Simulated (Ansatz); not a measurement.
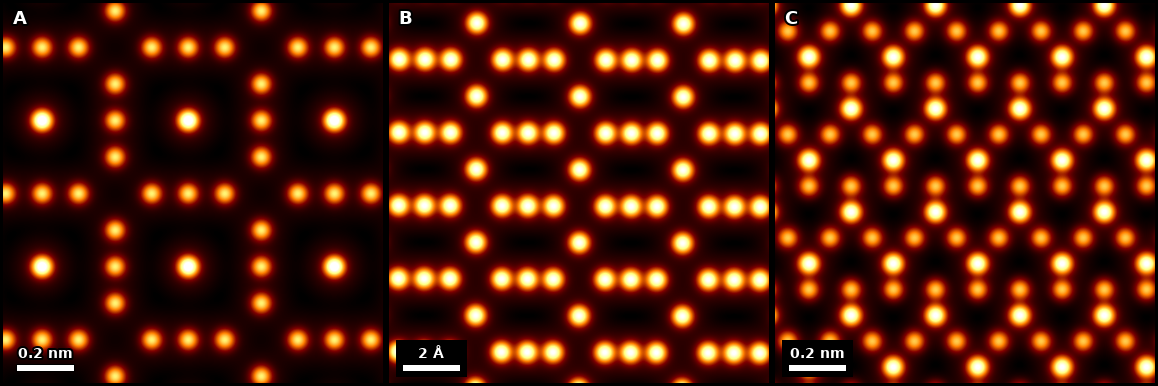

Three views of Ti (Pm-3n, No. 223) along different zone axes. The image is simulated as a sum over atoms of Z^1.6, blurred by a 0.50 Å probe (no channelling). The probe carries 25 % of its weight in a tail 2.5 times as wide. The display is stretched by a gamma of 0.65; percentages refer to the linear signal. Model: the end point of a relaxation with Ansatz 0.2.0, DFT, r2SCAN, plane waves (500 eV) with PAW, scalar-relativistic; the starting structure was generated, so it need not be a known form of this composition.

```xyz
8
Lattice="5.1893 0.0000 0.0000 0.0000 5.1893 0.0000 0.0000 0.0000 5.1893" Properties=species:S:1:pos:R:3 pbc="T T T"
Ti    0.0000    0.0000    0.0000
Ti    2.5947    2.5947    2.5947
Ti    1.2973    0.0000    2.5947
Ti    3.8920    0.0000    2.5947
Ti    2.5947    1.2973    0.0000
Ti    2.5947    3.8920    0.0000
Ti    0.0000    2.5947    1.2973
Ti    0.0000    2.5947    3.8920
```

Q: Match the panels to the zone axes [001], [110] and [211].

A is [001]: projected cell 5.19 × 5.19 Å, 90°, plane group p4mm. B is [110]: projected cell 2.59 × 3.67 Å, 90°, plane group p2mm. C is [211]: projected cell 3.00 × 3.67 Å, 90°, plane group p2mg.
